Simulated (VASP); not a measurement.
# Geometry relaxation of Ti (part 2 of 3)

Continued. System: Ti (3 atoms in the cell). Method: Kohn-Sham DFT of a periodic cell, LDA, VASP PAW LDA potentials, recommended, no spin polarisation (VASP 6.6.1); cutoff 600 eV, 12×12×14 k-mesh, Gaussian smearing of 0.1 eV. The structure derives from a Materials Project entry.

Geometry of the input (Å; fractional positions):
```
4.5674  0.0000  0.0000
-2.2837  3.9555  0.0000
0.0000  0.0000  2.8262
Ti 0.0000  0.0000  0.0000
Ti 0.3333  0.6667  0.5000
Ti 0.6667  0.3333  0.5000
```

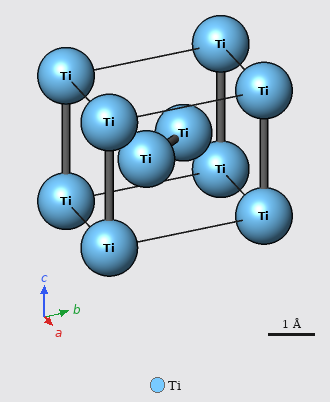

*The structure as given in the input (ball-and-stick view of the cell of the calculation, seen slightly off an axis).*

**Parts of OUTCAR, continued**
```
  Cartesian coordinates                     Fractional coordinates (reciprocal lattice)
     0.018245346  0.010533955  0.000000000     0.083333333  0.000000000  0.000000000
     0.000000000  0.021067911  0.000000000     0.000000000  0.083333333  0.000000000
     0.000000000  0.000000000  0.025273318     0.000000000  0.000000000  0.071428571

  Length of vectors
     0.021067911  0.021067911  0.025273318

  Shift w.r.t. Gamma in fractional coordinates (k-lattice)
     0.000000000  0.000000000  0.000000000

 Subroutine IBZKPT returns following result:
 ===========================================

 Found    152 irreducible k-points:

 Following reciprocal coordinates:
            Coordinates               Weight
  0.000000  0.000000  0.000000      1.000000
  0.083333  0.000000  0.000000      6.000000
  0.166667  0.000000  0.000000      6.000000
  0.250000  0.000000  0.000000      6.000000
  0.333333  0.000000  0.000000      6.000000
  0.416667  0.000000  0.000000      6.000000
  0.500000  0.000000  0.000000      3.000000
  0.083333  0.083333  0.000000      6.000000
  0.166667  0.083333  0.000000     12.000000
  0.250000  0.083333  0.000000     12.000000
  0.333333  0.083333  0.000000     12.000000
  0.416667  0.083333  0.000000     12.000000
  0.166667  0.166667  0.000000      6.000000
  0.250000  0.166667  0.000000     12.000000
  0.333333  0.166667  0.000000     12.000000
  0.416667  0.166667  0.000000      6.000000
  0.250000  0.250000  0.000000      6.000000
  0.333333  0.250000  0.000000     12.000000
  0.333333  0.333333  0.000000      2.000000
  0.000000  0.000000  0.071429      2.000000
  0.083333  0.000000  0.071429     12.000000
  0.166667  0.000000  0.071429     12.000000
  0.250000  0.000000  0.071429     12.000000
  0.333333  0.000000  0.071429     12.000000
 [... further k-points ...]
   k-points           NKPTS =    152   k-points in BZ     NKDIM =    152   number of bands    NBANDS=     22
   number of dos      NEDOS =    301   number of ions     NIONS =      3
   total plane-waves  NPLWV =  31104
   dimension x,y,z NGX =    36 NGY =   36 NGZ =   24
   dimension x,y,z NGXF=    72 NGYF=   72 NGZF=   48
   ions per type =               3
   NGX,Y,Z   is equivalent  to a cutoff of  13.10, 13.10, 14.12 a.u.
   NGXF,Y,Z  is equivalent  to a cutoff of  26.21, 26.21, 28.23 a.u.
 SYSTEM =  Ti
   PREC   = accura    normal or accurate (medium, high low for compatibility)
   ISTART =      0    job   : 0-new  1-cont  2-samecut
   ICHARG =      2    charge: 1-file 2-atom 10-const
   ISPIN  =      1    spin polarized calculation?
   LNONCOLLINEAR =      F non collinear calculations
   LSORBIT =      F    spin-orbit coupling
   LASPH  =      T    aspherical Exc in radial PAW
   ENCUT  =  600.0 eV  44.10 Ry    6.64 a.u.   9.12  9.12  5.64*2*pi/ulx,y,z
   NELM   =     60;   NELMIN=  2; NELMDL= -5     # of ELM steps
   EDIFF  = 0.1E-06   stopping-criterion for ELM
   LREAL  =      F    real-space projection
   EDIFFG = -.5E-02   stopping-criterion for IOM
   NSW    =     90    number of steps for IOM
   IBRION =      2    ionic relax: 0-MD 1-quasi-New 2-CG
   NFREE  =      1    steps in history (QN), initial steepest desc. (CG)
   ISIF   =      3    stress and relaxation
   ISYM   =      2    0-nonsym 1-usesym 2-fastsym
   POTIM  = 0.5000    time-step for ionic-motion
   TEBEG  =    0.0;   TEEND  =   0.0 temperature during run
   PSTRESS=    0.0 pullay stress
   NELECT =      36.0000    total number of electrons
   NUPDOWN=      -1.0000    fix difference up-down
   EMIN   =  10.00;   EMAX   =-10.00  energy-range for DOS
   EFERMI =   0.00;   METHOD = LEGACY
   ISMEAR =     0;   SIGMA  =   0.10  broadening in eV -4-tet -1-fermi 0-gaus
   EFERMI_NEDOS =   21; number of points for ismear=-14 and -15
   IALGO  =     38    algorithm
   IMIX   =      4    mixing-type and parameters
     AMIX     =   0.40;   BMIX     =  1.00
     AMIX_MAG =   1.60;   BMIX_MAG =  1.00
  volume/ion in A,a.u.               =      17.02       114.85
  Fermi-wavevector in a.u.,A,eV,Ry     =   1.457084  2.753489 28.886426  2.123092
  Thomas-Fermi vector in A             =   2.573926
   LORBIT       =      0    0 simple, 1 ext, 2 COOP (PROOUT), +10 PAW based schemes
   GGA     = CA    functional components
   LHFCALC =     F    Hartree Fock is set to
   AEXX    =    0.0000 exact exchange contribution
   IVDW    =     0    specifies the selected vdW correction
   LEPSILON=     F    determine dielectric tensor
   LRPA    =     F    only Hartree local field effects (RPA)
 conjugate gradient relaxation of ions
 non-spin polarized calculation
 Gauss-broadening in eV      SIGMA  =   0.10
  energy-cutoff  :      600.00
  volume of cell :       51.06
 maximum number of plane-waves:      1731
   NGX = 19   NGY = 19   NGZ = 11

--------------------------------------- Ionic step        1  -------------------------------------------

 number of electron      35.9999989 magnetization

 Free energy of the ion-electron system (eV)
  ---------------------------------------------------
  ext. energy  EPLUGINS =         0.00000000
  ---------------------------------------------------
  free energy    TOTEN  =       -25.63067049 eV

  energy without entropy =      -25.61609774  energy(sigma->0) =      -25.62338412

------------------------ aborting loop because EDIFF is reached ----------------------------------------

  FORCE on cell =-STRESS in cart. coord.  units (eV):
  Direction    XX          YY          ZZ          XY          YZ          ZX
  --------------------------------------------------------------------------------------
  -------------------------------------------------------------------------------------
  Total       -2.6292559     -2.6292559     -2.4523250      0.0000000     -0.0000000      0.0000000
  in kB      -82.5030137    -82.5030136    -76.9511247      0.0000001     -0.0000000      0.0000000
  external PRESSURE =     -80.6523840 kB  Pullay stress =       0.0000000 kB

 VOLUME and BASIS-vectors are now :
 -----------------------------------------------------------------------------
  energy-cutoff  :      600.00
  volume of cell :       51.06
      direct lattice vectors                 reciprocal lattice vectors
     4.567374830  0.000000000  0.000000000     0.218944150  0.126407464  0.000000000
    -2.283687420  3.955462630  0.000000000     0.000000000  0.252814928  0.000000000
     0.000000000  0.000000000  2.826244270     0.000000000  0.000000000  0.353826458

 POSITION                                       TOTAL-FORCE (eV/Angst)
 -----------------------------------------------------------------------------------
      0.00000      0.00000      0.00000        -0.000000      0.000000      0.000000
     -0.00000      2.63698      1.41312        -0.000000      0.000000      0.000000
      2.28369      1.31849      1.41312         0.000000     -0.000000      0.000000
 -----------------------------------------------------------------------------------
    total drift:                               -0.000000      0.000000      0.000000

  FREE ENERGIE OF THE ION-ELECTRON SYSTEM (eV)
  ---------------------------------------------------
  free  energy   TOTEN  =       -25.6306704898 eV

  energy  without entropy=      -25.6160977435  energy(sigma->0) =      -25.62338412

--------------------------------------- Ionic step        2  -------------------------------------------

 number of electron      35.9999994 magnetization

------------------------ aborting loop because EDIFF is reached ----------------------------------------

  FORCE on cell =-STRESS in cart. coord.  units (eV):
  Direction    XX          YY          ZZ          XY          YZ          ZX
  --------------------------------------------------------------------------------------
  -------------------------------------------------------------------------------------
  Total        2.0216728      2.0216728      2.3328764     -0.0000000      0.0000000     -0.0000000
  in kB       72.0020534     72.0020533     83.0855958     -0.0000001      0.0000000     -0.0000000
  external PRESSURE =      75.6965675 kB  Pullay stress =       0.0000000 kB

 VOLUME and BASIS-vectors are now :
 -----------------------------------------------------------------------------
  energy-cutoff  :      600.00
  volume of cell :       44.99
      direct lattice vectors                 reciprocal lattice vectors
     4.374262743  0.000000000  0.000000000     0.228609953  0.131988018  0.000000000
    -2.187131376  3.788222657 -0.000000000    -0.000000000  0.263976036  0.000000000
     0.000000000 -0.000000000  2.714789757    -0.000000000  0.000000000  0.368352650

 POSITION                                       TOTAL-FORCE (eV/Angst)
 -----------------------------------------------------------------------------------
      4.37426      0.00000      0.00000        -0.000000      0.000000     -0.000000
     -0.00000      2.52548      1.35739        -0.000000     -0.000000     -0.000000
      2.18713      1.26274      1.35739         0.000000      0.000000      0.000000
 -----------------------------------------------------------------------------------
    total drift:                               -0.000000      0.000000     -0.000000

  FREE ENERGIE OF THE ION-ELECTRON SYSTEM (eV)
  ---------------------------------------------------
  free  energy   TOTEN  =       -25.6691452033 eV

  energy  without entropy=      -25.6543004045  energy(sigma->0) =      -25.66172280

--------------------------------------- Ionic step        3  -------------------------------------------

 number of electron      36.0000008 magnetization

------------------------ aborting loop because EDIFF is reached ----------------------------------------

  FORCE on cell =-STRESS in cart. coord.  units (eV):
  Direction    XX          YY          ZZ          XY          YZ          ZX
  --------------------------------------------------------------------------------------
  -------------------------------------------------------------------------------------
  Total       -0.0924022     -0.0924022      0.1540939      0.0000000     -0.0000000     -0.0000000
  in kB       -3.1162259     -3.1162259      5.1967533      0.0000000     -0.0000000     -0.0000000
  external PRESSURE =      -0.3452328 kB  Pullay stress =       0.0000000 kB

 VOLUME and BASIS-vectors are now :
 -----------------------------------------------------------------------------
  energy-cutoff  :      600.00
  volume of cell :       47.51
      direct lattice vectors                 reciprocal lattice vectors
     4.456437227  0.000000000  0.000000000     0.224394499  0.129554225  0.000000000
    -2.228218618  3.859387847 -0.000000000    -0.000000000  0.259108449  0.000000000
     0.000000000 -0.000000000  2.762216706    -0.000000000  0.000000000  0.362028076

 POSITION                                       TOTAL-FORCE (eV/Angst)
 -----------------------------------------------------------------------------------
     -2.22822      3.85939      2.76222         0.000000      0.000000      0.000000
     -0.00000      2.57293      1.38111         0.000000     -0.000000      0.000000
      2.22822      1.28646      1.38111        -0.000000      0.000000     -0.000000
 -----------------------------------------------------------------------------------
    total drift:                               -0.000000      0.000000      0.000000

  FREE ENERGIE OF THE ION-ELECTRON SYSTEM (eV)
  ---------------------------------------------------
  free  energy   TOTEN  =       -25.7258110781 eV

  energy  without entropy=      -25.7111774457  energy(sigma->0) =      -25.71849426

--------------------------------------- Ionic step        4  -------------------------------------------

 number of electron      36.0000007 magnetization

------------------------ aborting loop because EDIFF is reached ----------------------------------------

  FORCE on cell =-STRESS in cart. coord.  units (eV):
  Direction    XX          YY          ZZ          XY          YZ          ZX
  --------------------------------------------------------------------------------------
  -------------------------------------------------------------------------------------
  Total       -0.0404911     -0.0404911      0.2075024      0.0000000      0.0000000      0.0000000
  in kB       -1.3675389     -1.3675389      7.0081544      0.0000000      0.0000000      0.0000000
  external PRESSURE =       1.4243588 kB  Pullay stress =       0.0000000 kB

 VOLUME and BASIS-vectors are now :
 -----------------------------------------------------------------------------
  energy-cutoff  :      600.00
  volume of cell :       47.44
      direct lattice vectors                 reciprocal lattice vectors
     4.454218474  0.000000000  0.000000000     0.224506276  0.129618759  0.000000000
    -2.227109242  3.857466351 -0.000000000    -0.000000000  0.259237517  0.000000000
     0.000000000 -0.000000000  2.760936154    -0.000000000  0.000000000  0.362195989

 POSITION                                       TOTAL-FORCE (eV/Angst)
 -----------------------------------------------------------------------------------
      4.45422      0.00000      0.00000         0.000000      0.000000     -0.000000
     -0.00000      2.57164      1.38047        -0.000000      0.000000     -0.000000
      2.22711      1.28582      1.38047         0.000000     -0.000000      0.000000
 -----------------------------------------------------------------------------------
    total drift:                               -0.000000      0.000000     -0.000000

  FREE ENERGIE OF THE ION-ELECTRON SYSTEM (eV)
  ---------------------------------------------------
  free  energy   TOTEN  =       -25.7257907690 eV

  energy  without entropy=      -25.7111509412  energy(sigma->0) =      -25.71847086

--------------------------------------- Ionic step        5  -------------------------------------------

 number of electron      36.0000005 magnetization

------------------------ aborting loop because EDIFF is reached ----------------------------------------

  FORCE on cell =-STRESS in cart. coord.  units (eV):
  Direction    XX          YY          ZZ          XY          YZ          ZX
  --------------------------------------------------------------------------------------
  -------------------------------------------------------------------------------------
  Total        0.0299270      0.0299270      0.0679809     -0.0000000      0.0000000      0.0000000
  in kB        1.0108526      1.0108526      2.2962075     -0.0000000      0.0000000      0.0000000
  external PRESSURE =       1.4393042 kB  Pullay stress =       0.0000000 kB

 VOLUME and BASIS-vectors are now :
```
